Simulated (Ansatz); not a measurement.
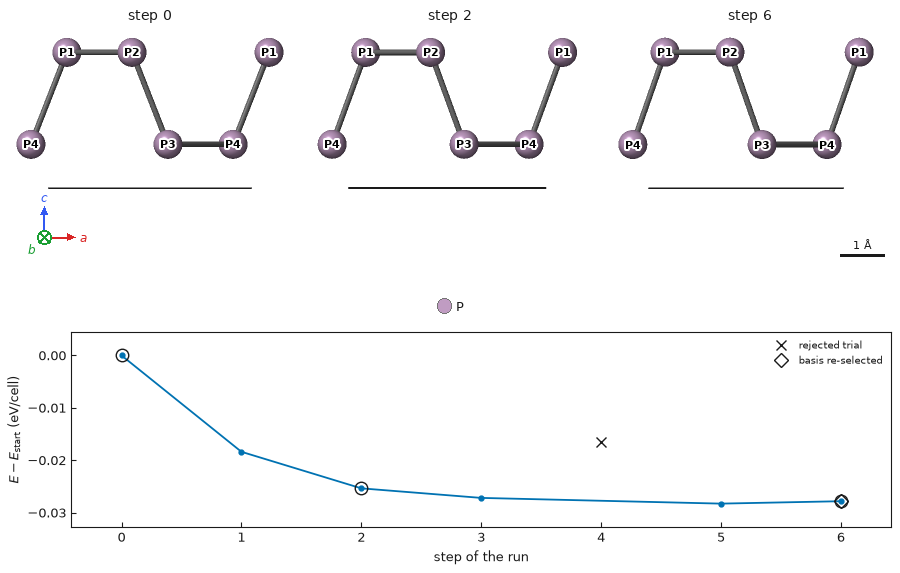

Frames of a relaxation of a slab of composition P, marked on the history of the run. A ball-and-stick model of the 1 × 2 repeat of the cell, outlined in the plane, without the vacuum, seen along the b axis.

Method: DFT, PBEsol, plane waves, PAW in Ansatz 0.2.0. Set-up: plane-wave cutoff 420 eV; k-point mesh 6 × 8 × 1; occupations fermi dirac; smearing width 0.02 eV; no spin polarisation; cell and atoms relaxed; force threshold 0.005 eV/Å.

Q: What happens along the run?

A: Over 4 accepted moves (6 points after the start) the energy falls by 27.8 meV per cell of the calculation. Largest force component: 0.14 eV/Å at the start, 0.0023 eV/Å at the end. The line search rejected the trial step at point 4 of the run. At 1 point the geometry stayed and the basis and grid were re-selected for the new cell (energy shift of 0.5 meV per cell of the calculation at most each time). The largest moves relative to the cell and the layer's centre, 0.027 Å, are those of P1, P2, P3 and P4. P2 goes at 82° to the normal (+c side). In the plane the drawn cell goes a 4.627 → 4.445 Å (−3.9 %), b 6.608 → 6.567 Å (−0.6 %). Some distances before and after: P1–P4 2.261 → 2.238 Å, P1–P2 2.225 → 2.214 Å. The run took 12 s on 4 threads of Arm Neoverse V2, with other jobs on the host, peak memory 0.64 GiB. From step 0 to 2: P atoms move most (0.02 Å), energy −25.3 meV per cell of the calculation. From step 2 to 6: energy −2.5 meV per cell of the calculation.

```csv
step,"E − E(0), meV/atom","largest force component, eV/Å",note
0,0.00,0.1390,
1,-4.59,0.0871,
2,-6.34,0.0431,
3,-6.79,0.0398,
4,-4.15,0.0658,rejected
5,-7.07,0.0022,
6,-6.95,0.0023,"same geometry, new basis"
```
